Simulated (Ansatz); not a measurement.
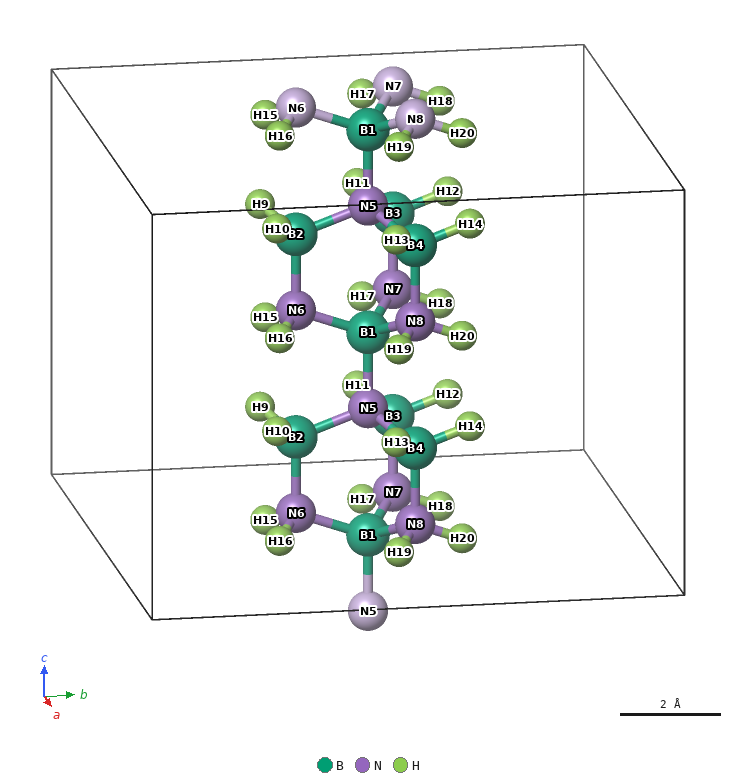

Fig. 1: The structure as given in the input (ball-and-stick view of the 2 repeat of the cell, with the vacuum cut short, seen slightly off an axis; neighbours outside the cell are drawn fainter; atoms are numbered from 1 in the order of the input). An atom can appear more than once, as a periodic image.

# Run report: BH$_{3}$N, geometry relaxation (part 1 of 3)

System: BH$_{3}$N (20 atoms in the cell).
Method: DFT PBE, scalar-relativistic, plane waves, PAW, no spin polarisation (Ansatz 0.2.0).

The structure derives from a Materials Project entry. It belongs to a series of runs on one base structure; here: wire along [0 0 1], 8 atoms a period, capped with H. Figures and captions count atoms from 1; the log counts them from 0 in places.

### The program's output
```
Engine: ansatz 0.2.0, x86_64-unknown-linux-gnu
Pseudopotentials: kind: paw
Pseudopotential: B, paw, valence charge 3, recommended cutoff 420 eV (normal), B.paw.azcp
Pseudopotential: N, paw, valence charge 5, recommended cutoff 420 eV (normal), N.paw.azcp
Pseudopotential: H, paw, valence charge 1, recommended cutoff 420 eV (normal), H.paw.azcp
Functional definition: PBE
  parameter kappa = 0.804
  parameter beta = 0.06672455060314922
  exchange = pbe_x(kappa = kappa, mu = beta*pi^2/3)
  correlation = pbe_c(beta = beta)
Crystal: 20 atoms, lattice volume = 752.808 Å³
Basis set: ecut = 420 eV, 14683 PW (Γ), exchange–correlation on 192×180×60 points (8 copies of the dense FFT grid, shifted against one another)
Bands: 42, of which v1, the nominal top of the filled ones, is band 22 counted from 1 (21 counted from 0)
Symmetry: 2 space group operations
Space group: Pm (ITA 6), of the structure as read, at distance tolerance 9.1e-5 Å
k-points: 5 of 8 (time reversal used)
Non-local potential: B, projectors of the file, l = 0: 2, l = 1: 2, l = 2: 1
Non-local potential: N, projectors of the file, l = 0: 2, l = 1: 2, l = 2: 1
Non-local potential: H, projectors of the file, l = 0: 2, l = 1: 1
PAW form: soft (Blöchl's): semilocal exchange-correlation on the pseudo side does not see the compensation charge
PAW one-centre angular grid: B, 110 points (default); XC on 64 Gauss nodes
PAW one-centre angular grid: N, 110 points (default); XC on 64 Gauss nodes
PAW one-centre angular grid: H, 110 points (default); XC on 64 Gauss nodes
Initial density: superposition of atomic densities (neutral atoms: chi_scale 0, normalization atom), corrected by the library's trained network
Initial wavefunctions: pseudopotential atomic-orbital guess
Functional: x = pbe(κ = 0.804, μ = 0.2195149727645171), c = pbe(β = 0.06672455060314922)
SCF iter   1: F=—  HF=-2357.690248 eV  |F-HF|=—  |Δ(HF+E_count)|=         —  Δρ=2.73e-3  dr2=9.10e-2  ethr=1.77e-3  ⟨swp⟩=8.4  Hψ=1317  notcnv=0  defer=27
preconditioner: auto → Resta (q_TF=auto, 1.700 Å⁻¹)  ε∞=1.4  [insulator: Δε(μ)=4.849 eV  Ē_g=14.127 eV  σ=0.050 eV  W_gap=1.00  n_scr=58 (ndim 8)  ℏωp=9.0 eV  f_vac=0.760  D(μ)=0.00/eV (n_scr^D=0)  ε∞_Penn≈1.4  vacuum switching on, ρ_ref=1.4e-2 e/Å³]
SCF iter   2: F=—  HF=-2357.676490 eV  |F-HF|=—  |Δ(HF+E_count)|=   1.38e-2  Δρ=1.19e-3  dr2=1.40e-2  ethr=2.07e-4  ⟨swp⟩=2.8  Hψ=362  notcnv=0  defer=70
SCF iter   3: F=—  HF=-2357.679334 eV  |F-HF|=—  |Δ(HF+E_count)|=   2.84e-3  Δρ=3.86e-4  dr2=1.09e-3  ethr=3.18e-5  ⟨swp⟩=3.0  Hψ=276  notcnv=0  defer=70
SCF iter   4: F=—  HF=-2357.679813 eV  |F-HF|=—  |Δ(HF+E_count)|=   4.80e-4  Δρ=1.41e-4  dr2=1.26e-4  ethr=2.47e-6  ⟨swp⟩=2.0  Hψ=271  notcnv=0  defer=70
SCF iter   5: F=—  HF=-2357.679869 eV  |F-HF|=—  |Δ(HF+E_count)|=   5.54e-5  Δρ=5.49e-5  dr2=2.09e-5  ethr=2.85e-7  ⟨swp⟩=2.0  Hψ=263  notcnv=0  defer=70
SCF iter   6: F=—  HF=-2357.679928 eV  |F-HF|=—  |Δ(HF+E_count)|=   5.87e-5  Δρ=1.01e-5  dr2=6.17e-7  ethr=4.76e-8  ⟨swp⟩=2.0  Hψ=300  notcnv=0  defer=70
iter 7 did not close the SCF: its close was put off until two iterations running show no level that it waits for move by more than its bar (scf_convergence_deferred on its scf_iter line)
SCF iter   7: F=-2357.679928 eV  HF=-2357.679928 eV  |F-HF|=2.75e-7  |Δ(HF+E_count)|=   1.66e-7  Δρ=3.40e-6  dr2=6.23e-8  ethr=2.27e-10  ⟨swp⟩=27.4  Hψ=2282  notcnv=0
iter 8 did not close the SCF: its close was put off until two iterations running show no level that it waits for move by more than its bar (scf_convergence_deferred on its scf_iter line)
SCF iter   8: F=-2357.679928 eV  HF=-2357.679928 eV  |F-HF|=2.83e-8  |Δ(HF+E_count)|=   2.71e-7  Δρ=8.59e-7  dr2=3.17e-9  ethr=1.42e-10  ⟨swp⟩=14.0  Hψ=1601  notcnv=0
SCF iter   9: F=-2357.679928 eV  HF=-2357.679928 eV  |F-HF|=5.07e-10  |Δ(HF+E_count)|=   2.86e-8  Δρ=1.96e-7  dr2=2.67e-10  ethr=7.21e-12  ⟨swp⟩=10.6  Hψ=1339  notcnv=0
SCF 1 converged in 9 iterations: F = -2357.679928 eV  dr2 = 2.67e-10
  greatest PAW one-centre occupation: 0.795 electrons in one spin orbital (limit 2), on the N atom at site 7 (counted from 0), in its partial waves of l = 0
relax step   1: F+E_penalty+E_count = -2357.67992808 eV  Δ(F+E_penalty+E_count) = +0.000e0 eV  max|allowed force component| = 1.842e0 eV/Å  Δτ_max = 0.0000 Å  P = +1.024 GPa  Ω = 752.808 Å³  fix = [a, b, alpha, beta, gamma]  reactions: a +0.540, b +0.537 GPa; alpha +0.000 GPa/rad  (9 SCF iters, dr2 threshold 1.00e-7 eV, accepted)
Crystal: 20 atoms, lattice volume = 784.974 Å³
Basis set: ecut = 420 eV, 15403 PW (Γ), exchange–correlation on 192×180×60 points (8 copies of the dense FFT grid, shifted against one another)
Initial density: handed on by an earlier stage of this run
Initial wavefunctions: those handed on with the density
iter 1 solved again at ethr=1.23e-3 eV; its pass at ethr=3.10e-3 eV (dr2=5.40e-1 eV) is discarded
SCF iter   1: F=—  HF=-2358.220332 eV  |F-HF|=—  |Δ(HF+E_count)|=         —  Δρ=9.61e-3  dr2=5.43e-1  ethr=1.23e-3  ⟨swp⟩=3.8  Hψ=1119  notcnv=0
preconditioner: auto → Resta (q_TF=auto, 1.688 Å⁻¹)  ε∞=1.4  [insulator: Δε(μ)=4.733 eV  Ē_g=13.817 eV  σ=0.050 eV  W_gap=1.00  n_scr=54 (ndim 8)  ℏωp=8.8 eV  f_vac=0.777  D(μ)=0.00/eV (n_scr^D=0)  ε∞_Penn≈1.4  vacuum switching on, ρ_ref=1.4e-2 e/Å³]
SCF iter   2: F=—  HF=-2358.086216 eV  |F-HF|=—  |Δ(HF+E_count)|=   1.34e-1  Δρ=4.21e-3  dr2=6.17e-2  ethr=1.23e-3  ⟨swp⟩=5.6  Hψ=473  notcnv=0
SCF iter   3: F=—  HF=-2358.086387 eV  |F-HF|=—  |Δ(HF+E_count)|=   1.71e-4  Δρ=1.66e-3  dr2=1.32e-2  ethr=1.40e-4  ⟨swp⟩=2.0  Hψ=375  notcnv=0  defer=66
SCF iter   4: F=—  HF=-2358.085350 eV  |F-HF|=—  |Δ(HF+E_count)|=   1.04e-3  Δρ=5.05e-4  dr2=9.19e-4  ethr=3.00e-5  ⟨swp⟩=2.0  Hψ=230  notcnv=0  defer=66
SCF iter   5: F=—  HF=-2358.085651 eV  |F-HF|=—  |Δ(HF+E_count)|=   3.01e-4  Δρ=1.03e-4  dr2=5.94e-5  ethr=2.09e-6  ⟨swp⟩=2.0  Hψ=230  notcnv=0  defer=66
SCF iter   6: F=—  HF=-2358.085663 eV  |F-HF|=—  |Δ(HF+E_count)|=   1.19e-5  Δρ=2.72e-5  dr2=3.79e-6  ethr=1.35e-7  ⟨swp⟩=2.0  Hψ=290  notcnv=0  defer=70
iter 7 did not close the SCF: its close was put off until two iterations running show no level that it waits for move by more than its bar (scf_convergence_deferred on its scf_iter line)
SCF iter   7: F=-2358.085664 eV  HF=-2358.085664 eV  |F-HF|=3.03e-7  |Δ(HF+E_count)|=   1.51e-6  Δρ=8.57e-6  dr2=6.26e-7  ethr=4.55e-9  ⟨swp⟩=23.2  Hψ=2211  notcnv=0
iter 8 did not close the SCF: its close was put off until two iterations running show no level that it waits for move by more than its bar (scf_convergence_deferred on its scf_iter line)
SCF iter   8: F=-2358.085664 eV  HF=-2358.085664 eV  |F-HF|=1.83e-8  |Δ(HF+E_count)|=   3.25e-8  Δρ=2.07e-6  dr2=1.73e-8  ethr=1.42e-9  ⟨swp⟩=9.8  Hψ=1342  notcnv=0
SCF iter   9: F=-2358.085664 eV  HF=-2358.085664 eV  |F-HF|=9.52e-10  |Δ(HF+E_count)|=   2.10e-8  Δρ=3.91e-7  dr2=6.26e-10  ethr=3.92e-11  ⟨swp⟩=7.2  Hψ=1173  notcnv=0
SCF 2 converged in 9 iterations: F = -2358.085664 eV  dr2 = 6.26e-10
  greatest PAW one-centre occupation: 0.797 electrons in one spin orbital (limit 2), on the N atom at site 5 (counted from 0), in its partial waves of l = 0
relax step   2: F+E_penalty+E_count = -2358.08566444 eV  Δ(F+E_penalty+E_count) = -4.057e-1 eV  max|allowed force component| = 5.283e-1 eV/Å  Δτ_max = 0.1085 Å  P = +0.285 GPa  Ω = 784.974 Å³  energy of the carried Pulay correction = -2.060e-2 eV  fix = [a, b, alpha, beta, gamma]  reactions: a +0.322, b +0.320 GPa; alpha +0.000 GPa/rad  (9 SCF iters, dr2 threshold 2.00e-6 eV, accepted)
Crystal: 20 atoms, lattice volume = 780.385 Å³
Basis set: ecut = 420 eV, 15303 PW (Γ), exchange–correlation on 192×180×60 points (8 copies of the dense FFT grid, shifted against one another)
iter 1 solved again at ethr=1.17e-4 eV; its pass at ethr=3.10e-3 eV (dr2=5.13e-2 eV) is discarded
SCF iter   1: F=—  HF=-2358.167254 eV  |F-HF|=—  |Δ(HF+E_count)|=         —  Δρ=3.08e-3  dr2=5.16e-2  ethr=1.17e-4  ⟨swp⟩=3.6  Hψ=933  notcnv=0
preconditioner: auto → Resta (q_TF=auto, 1.689 Å⁻¹)  ε∞=1.4  [insulator: Δε(μ)=4.945 eV  Ē_g=14.018 eV  σ=0.050 eV  W_gap=1.00  n_scr=54 (ndim 8)  ℏωp=8.8 eV  f_vac=0.770  D(μ)=0.00/eV (n_scr^D=0)  ε∞_Penn≈1.4  vacuum switching on, ρ_ref=1.4e-2 e/Å³]
SCF iter   2: F=—  HF=-2358.156343 eV  |F-HF|=—  |Δ(HF+E_count)|=   1.09e-2  Δρ=1.22e-3  dr2=4.73e-3  ethr=1.17e-4  ⟨swp⟩=2.2  Hψ=394  notcnv=0
SCF iter   3: F=—  HF=-2358.156737 eV  |F-HF|=—  |Δ(HF+E_count)|=   3.94e-4  Δρ=5.35e-4  dr2=8.53e-4  ethr=1.08e-5  ⟨swp⟩=2.4  Hψ=317  notcnv=0
SCF iter   4: F=—  HF=-2358.156938 eV  |F-HF|=—  |Δ(HF+E_count)|=   2.01e-4  Δρ=1.44e-4  dr2=1.18e-4  ethr=1.94e-6  ⟨swp⟩=2.0  Hψ=307  notcnv=0
SCF iter   5: F=—  HF=-2358.156932 eV  |F-HF|=—  |Δ(HF+E_count)|=   6.02e-6  Δρ=3.08e-5  dr2=6.45e-6  ethr=2.69e-7  ⟨swp⟩=2.0  Hψ=300  notcnv=0
SCF iter   6: F=-2358.156932 eV  HF=-2358.156933 eV  |F-HF|=3.00e-7  |Δ(HF+E_count)|=   5.71e-7  Δρ=9.55e-6  dr2=6.76e-7  ethr=4.55e-9  ⟨swp⟩=18.2  Hψ=1825  notcnv=0
SCF 3 converged in 6 iterations: F = -2358.156932 eV  dr2 = 6.76e-7
  greatest PAW one-centre occupation: 0.796 electrons in one spin orbital (limit 2), on the N atom at site 5 (counted from 0), in its partial waves of l = 0
relax step   3: F+E_penalty+E_count = -2358.15693222 eV  Δ(F+E_penalty+E_count) = -7.127e-2 eV  max|allowed force component| = 2.731e-1 eV/Å  Δτ_max = 0.0314 Å  P = +0.087 GPa  Ω = 780.385 Å³  energy of the carried Pulay correction = -1.771e-2 eV  fix = [a, b, alpha, beta, gamma]  reactions: a +0.075, b +0.073 GPa; alpha +0.000 GPa/rad  (6 SCF iters, dr2 threshold 2.00e-6 eV, accepted)
Crystal: 20 atoms, lattice volume = 779.618 Å³
Basis set: ecut = 420 eV, 15279 PW (Γ), exchange–correlation on 192×180×60 points (8 copies of the dense FFT grid, shifted against one another)
iter 1 solved again at ethr=1.91e-5 eV; its pass at ethr=3.10e-3 eV (dr2=8.41e-3 eV) is discarded
SCF iter   1: F=—  HF=-2358.168868 eV  |F-HF|=—  |Δ(HF+E_count)|=         —  Δρ=1.12e-3  dr2=7.77e-3  ethr=1.91e-5  ⟨swp⟩=2.0  Hψ=855  notcnv=0
preconditioner: auto → Resta (q_TF=auto, 1.690 Å⁻¹)  ε∞=1.4  [insulator: Δε(μ)=4.981 eV  Ē_g=14.009 eV  σ=0.050 eV  W_gap=1.00  n_scr=54 (ndim 8)  ℏωp=8.8 eV  f_vac=0.770  D(μ)=0.00/eV (n_scr^D=0)  ε∞_Penn≈1.4  vacuum switching on, ρ_ref=1.4e-2 e/Å³]
SCF iter   2: F=—  HF=-2358.167280 eV  |F-HF|=—  |Δ(HF+E_count)|=   1.59e-3  Δρ=4.40e-4  dr2=6.23e-4  ethr=1.77e-5  ⟨swp⟩=2.0  Hψ=300  notcnv=0
SCF iter   3: F=—  HF=-2358.167399 eV  |F-HF|=—  |Δ(HF+E_count)|=   1.19e-4  Δρ=2.15e-4  dr2=1.32e-4  ethr=1.41e-6  ⟨swp⟩=3.0  Hψ=329  notcnv=0
SCF iter   4: F=—  HF=-2358.167457 eV  |F-HF|=—  |Δ(HF+E_count)|=   5.83e-5  Δρ=5.97e-5  dr2=2.37e-5  ethr=3.00e-7  ⟨swp⟩=2.2  Hψ=306  notcnv=0
SCF iter   5: F=-2358.167453 eV  HF=-2358.167453 eV  |F-HF|=1.79e-7  |Δ(HF+E_count)|=   4.01e-6  Δρ=9.14e-6  dr2=6.21e-7  ethr=4.55e-9  ⟨swp⟩=16.2  Hψ=1937  notcnv=0
SCF 4 converged in 5 iterations: F = -2358.167453 eV  dr2 = 6.21e-7
  greatest PAW one-centre occupation: 0.795 electrons in one spin orbital (limit 2), on the N atom at site 5 (counted from 0), in its partial waves of l = 0
relax step   4: F+E_penalty+E_count = -2358.16745267 eV  Δ(F+E_penalty+E_count) = -1.052e-2 eV  max|allowed force component| = 9.027e-2 eV/Å  Δτ_max = 0.0144 Å  P = -0.016 GPa  Ω = 779.618 Å³  energy of the carried Pulay correction = -1.723e-2 eV  fix = [a, b, alpha, beta, gamma]  reactions: a -0.035, b -0.037 GPa; alpha -0.000 GPa/rad  (5 SCF iters, dr2 threshold 2.00e-6 eV, accepted)
Crystal: 20 atoms, lattice volume = 779.857 Å³
iter 1 solved again at ethr=9.59e-7 eV; its pass at ethr=3.10e-3 eV (dr2=4.22e-4 eV) is discarded
SCF iter   1: F=—  HF=-2358.168010 eV  |F-HF|=—  |Δ(HF+E_count)|=         —  Δρ=2.63e-4  dr2=4.08e-4  ethr=9.59e-7  ⟨swp⟩=2.0  Hψ=727  notcnv=0
preconditioner: auto → Resta (q_TF=auto, 1.690 Å⁻¹)  ε∞=1.4  [insulator: Δε(μ)=5.018 eV  Ē_g=14.018 eV  σ=0.050 eV  W_gap=1.00  n_scr=54 (ndim 8)  ℏωp=8.8 eV  f_vac=0.771  D(μ)=0.00/eV (n_scr^D=0)  ε∞_Penn≈1.4  vacuum switching on, ρ_ref=1.4e-2 e/Å³]
SCF iter   2: F=—  HF=-2358.167961 eV  |F-HF|=—  |Δ(HF+E_count)|=   4.89e-5  Δρ=1.09e-4  dr2=4.41e-5  ethr=9.27e-7  ⟨swp⟩=2.0  Hψ=285  notcnv=0
SCF iter   3: F=—  HF=-2358.167964 eV  |F-HF|=—  |Δ(HF+E_count)|=   3.30e-6  Δρ=3.90e-5  dr2=6.12e-6  ethr=1.00e-7  ⟨swp⟩=2.6  Hψ=310  notcnv=0
SCF iter   4: F=-2358.167965 eV  HF=-2358.167965 eV  |F-HF|=6.16e-8  |Δ(HF+E_count)|=   1.12e-6  Δρ=1.00e-5  dr2=4.90e-7  ethr=1.16e-9  ⟨swp⟩=16.2  Hψ=1891  notcnv=0
SCF 5 converged in 4 iterations: F = -2358.167965 eV  dr2 = 4.90e-7
relax step   5: F+E_penalty+E_count = -2358.16796517 eV  Δ(F+E_penalty+E_count) = -5.125e-4 eV  max|allowed force component| = 2.119e-2 eV/Å  Δτ_max = 0.0028 Å  P = -0.013 GPa  Ω = 779.857 Å³  energy of the carried Pulay correction = -1.738e-2 eV  fix = [a, b, alpha, beta, gamma]  reactions: a -0.023, b -0.025 GPa; alpha -0.000 GPa/rad  (4 SCF iters, dr2 threshold 5.09e-7 eV, accepted)
Crystal: 20 atoms, lattice volume = 780.004 Å³
Basis set: ecut = 420 eV, 15295 PW (Γ), exchange–correlation on 192×180×60 points (8 copies of the dense FFT grid, shifted against one another)
iter 1 solved again at ethr=1.99e-7 eV; its pass at ethr=3.10e-3 eV (dr2=8.75e-5 eV) is discarded
SCF iter   1: F=—  HF=-2358.167997 eV  |F-HF|=—  |Δ(HF+E_count)|=         —  Δρ=1.25e-4  dr2=8.50e-5  ethr=1.99e-7  ⟨swp⟩=2.0  Hψ=627  notcnv=0
preconditioner: auto → Resta (q_TF=auto, 1.690 Å⁻¹)  ε∞=1.4  [insulator: Δε(μ)=5.008 eV  Ē_g=14.018 eV  σ=0.050 eV  W_gap=1.00  n_scr=54 (ndim 8)  ℏωp=8.8 eV  f_vac=0.771  D(μ)=0.00/eV (n_scr^D=0)  ε∞_Penn≈1.4  vacuum switching on, ρ_ref=1.4e-2 e/Å³]
SCF iter   2: F=—  HF=-2358.168016 eV  |F-HF|=—  |Δ(HF+E_count)|=   1.89e-5  Δρ=4.96e-5  dr2=9.98e-6  ethr=1.93e-7  ⟨swp⟩=2.8  Hψ=351  notcnv=0
SCF iter   3: F=—  HF=-2358.167986 eV  |F-HF|=—  |Δ(HF+E_count)|=   3.03e-5  Δρ=2.02e-5  dr2=1.72e-6  ethr=2.27e-8  ⟨swp⟩=2.0  Hψ=301  notcnv=0
SCF iter   4: F=—  HF=-2358.167986 eV  |F-HF|=—  |Δ(HF+E_count)|=   2.43e-8  Δρ=4.73e-6  dr2=8.68e-8  ethr=3.90e-9  ⟨swp⟩=2.0  Hψ=306  notcnv=0
SCF iter   5: F=-2358.167986 eV  HF=-2358.167986 eV  |F-HF|=1.54e-8  |Δ(HF+E_count)|=   4.73e-8  Δρ=1.67e-6  dr2=2.04e-8  ethr=6.38e-11  ⟨swp⟩=14.2  Hψ=1601  notcnv=0
SCF 6 converged in 5 iterations: F = -2358.167986 eV  dr2 = 2.04e-8
relax step   6: F+E_penalty+E_count = -2358.16798574 eV  Δ(F+E_penalty+E_count) = -2.057e-5 eV  max|allowed force component| = 4.641e-3 eV/Å  Δτ_max = 0.0018 Å  P = -0.010 GPa  Ω = 780.004 Å³  energy of the carried Pulay correction = -1.747e-2 eV  fix = [a, b, alpha, beta, gamma]  reactions: a -0.012, b -0.014 GPa; alpha -0.000 GPa/rad  (5 SCF iters, dr2 threshold 2.81e-8 eV, accepted)
Initial wavefunctions: pseudopotential atomic-orbital guess (no wavefunctions were taken with the density)
iter 1 solved again at ethr=4.25e-7 eV; its pass at ethr=3.10e-3 eV (dr2=1.87e-4 eV) is discarded
```
